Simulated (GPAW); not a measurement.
## GaP (F-43m): refractive index against wavelength

The refractive index of GaP (F-43m) below the direct gap (2.02 eV on the mesh) is read from one computed spectrum, n = √(Re ε).

Cell: a, b, c = 3.854, 3.854, 3.854 Å (primitive vectors), 2 atoms.

Method: GPAW 26.7.0, RPBE, RPA, k-mesh 16×16×16, local fields up to 50 eV, Lorentzian half width 0.1 eV.

Launch of the response step: `OMP_NUM_THREADS=1 python df.py`. The run took 27 s, its band step included, on 1 thread of AMD EPYC 9R45 96-Core Processor (Zen 5), on a shared host.

| wavelength (nm) | photon energy E (eV) | n |
| --- | --- | --- |
| 3000 | 0.413 | 3.0553 |
| 2000 | 0.620 | 3.0720 |
| 1550 | 0.800 | 3.0927 |
| 1310 | 0.946 | 3.1141 |
| 1064 | 1.165 | ? |

In the single-oscillator model n² − 1 = E₀E_d/(E₀² − E²), so 1/(n² − 1) = E₀/E_d − E²/(E₀E_d) is linear in E².

Working, on the rows shown:

| x = E² (eV²) | y = 1/(n² − 1) |
| --- | --- |
| 0.170801 | 0.119978 |
| 0.384302 | 0.118523 |
| 0.639837 | 0.116757 |
| 0.895757 | 0.114974 |

Means: x̄ = 0.52267, ȳ = 0.11756. Σ(x − x̄)(y − ȳ) = -0.002043, Σ(x − x̄)² = 0.2959. Slope = -0.002043 / 0.2959 = -0.006905; intercept = ȳ − slope · x̄ = 0.12117. Turned back into n, the line misses the rows shown by at most 0.00011.

**Question.** Predict the last column of the withheld row from the fit.

**Answer.** At x = 1.3578 the line gives y = 0.11179, that is 3.1536. The run gave 3.1551, so the extrapolation is off by 0.0015, 1.5 % of the range in the table.

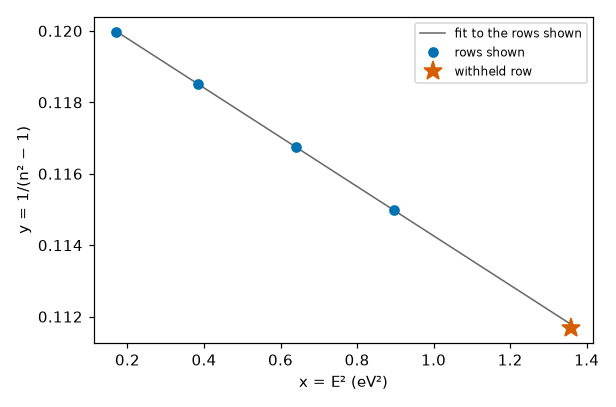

Refitted with all rows, the slope is -0.006997 and the intercept 0.12121. These give E₀ = √(intercept/−slope) = 4.16 eV and E_d = E₀/intercept = 34.3 eV; E₀ is 2.1 times the direct gap. The electronic limit at long wavelengths, without lattice vibrations, is n = √(1 + 1/intercept) = 3.041. Excitons are left out; RPBE gaps are as a rule too small. The values come from a sum over the points of one k-mesh and carry its error, which grows as the direct gap shrinks. Spin-orbit coupling is left out.
